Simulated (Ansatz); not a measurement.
## Electronic structure of P in real space

```yaml
crystal:
  lattice:
    - [3.31640, 0.00000, 0.00000]
    - [0.00000, 10.48400, 0.00000]
    - [0.00000, 0.00000, 4.42309]
  atoms:
    - { symbol: P, position: [0.00000, 0.10083, 0.08424] }
    - { symbol: P, position: [0.50000, 0.60083, 0.08424] }
    - { symbol: P, position: [0.00000, 0.39917, 0.58424] }
    - { symbol: P, position: [0.50000, 0.89917, 0.58424] }
    - { symbol: P, position: [0.00000, 0.89917, 0.91576] }
    - { symbol: P, position: [0.50000, 0.39917, 0.91576] }
    - { symbol: P, position: [0.00000, 0.60083, 0.41576] }
    - { symbol: P, position: [0.50000, 0.10083, 0.41576] }
```

Space group Cmce.

Level of theory: DFT HSE06, scalar-relativistic, plane waves, PAW in Ansatz 0.2.0.

The density is the valence pseudo-density of a PAW calculation; it isn't the true density close to the nuclei.

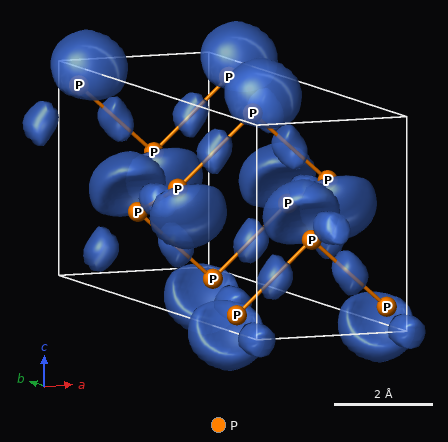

Figure 1. Isosurface of the electron localisation function at 0.85 (blue), seen slightly off an axis. Only the valence region is drawn (cores and ρ < 0.01 e/Å³ removed). Sticks mark near contacts.

**What do the ELF domains correspond to?**

The surface consists of twelve regions between bonded P–P atoms (shared pairs) and eight lobes on P, pointing away from the bonds (lone pairs), counted in one cell of 8 atoms. Regions shared between cells count once. Profiles from the grid: P–P (2.21 Å): the ELF peaks at about 0.90 between the atoms (a covalent bond).

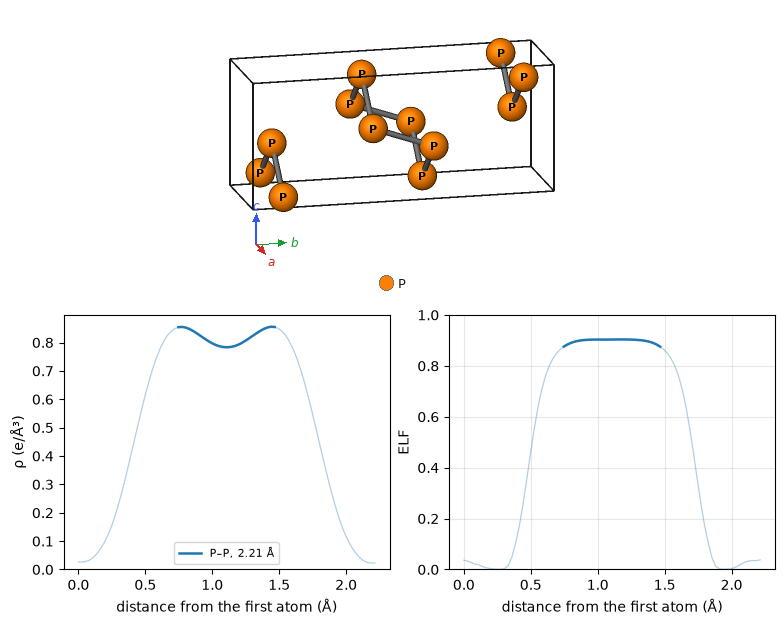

Figure 2. Valence charge density (pseudo) and electron localisation function along straight lines between neighbouring atoms. Thin, pale parts lie inside the atomic spheres. The structure is drawn too.

**What can be read from the curves?**

P–P (2.21 Å): the density is about 0.78 e/Å³ at the midpoint; the ELF peaks at about 0.90 between the atoms (a shared electron pair).

**Does the calculation give a band gap?**

It is gapped, with a Kohn–Sham gap of 0.35 eV on the k-point mesh (the band edges may lie off the mesh, which would make the gap smaller).
